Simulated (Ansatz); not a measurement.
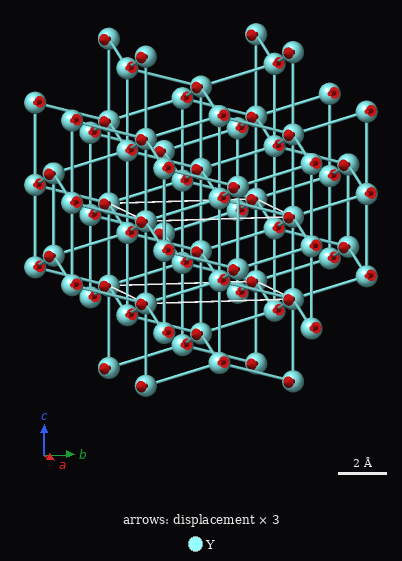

A relaxation of a crystal of Y (a generated structure, set up in I4_1/amd). The starting structure is drawn; red arrows show the displacements (the part carried along by the change of the cell is left out), magnified 3 times.

The picture is a ball-and-stick view of the conventional cell (2 times the calculation's cell), repeated 1 × 1 × 2 with one cell outlined, seen slightly off an axis. Lengths and directions refer to the drawn axes.

Phase: beta-Sn type.

These are results of DFT, m-r2SCAN, plane waves (500 eV) with PAW, scalar-relativistic (Ansatz 0.2.0), not measurements. Set-up: plane-wave cutoff 500 eV; k-point mesh 10 × 10 × 7; occupations fermi dirac; smearing width 0.05 eV; collinear spin; cell and atoms relaxed; force threshold 0.01 eV/Å; at most 60 steps.

Q: What happened in the run?

A: After 18 accepted moves (20 points after the start) the energy has fallen by 0.895 eV per cell of the calculation. The largest force component goes from 0.0041 to 0.00025 eV/Å. Pressure: −1.62 GPa at the start and 0.01 GPa at the end. The SCF was repeated twice at an unchanged geometry on a basis and grid sized afresh for the cell, which shifted the energy by 15.7 meV per cell of the calculation at most. The largest moves relative to the cell, 0.26 Å, are those of Y atoms. Cell: a = b 6.332 → 6.866 Å (+8.4 %), c 3.458 → 3.657 Å (+5.8 %), α 90.0° → 105.4°, β 90.0° → 105.4°, γ 90.0° → 54.9°. Volume −2.9 %. Some distances before and after: Y–Y 4.800 → 3.657 Å, Y–Y 4.093 → 3.592 Å, Y–Y 3.282 → 3.592 Å, Y–Y 3.458 → 3.657 Å. New bonds form: Y–Y (4.80 → 3.66 Å). Bond angles that change, for instance: Y–Y–Y 94.0° → 145.8°, Y–Y–Y 94.0° → 61.2°, Y–Y–Y 105.3° → 120.6°. The space group (tolerance 0.01 Å) goes from I4_1/amd (No. 141) to P6_3/mmc (No. 194). The program noted that the starting moments weren't kept.
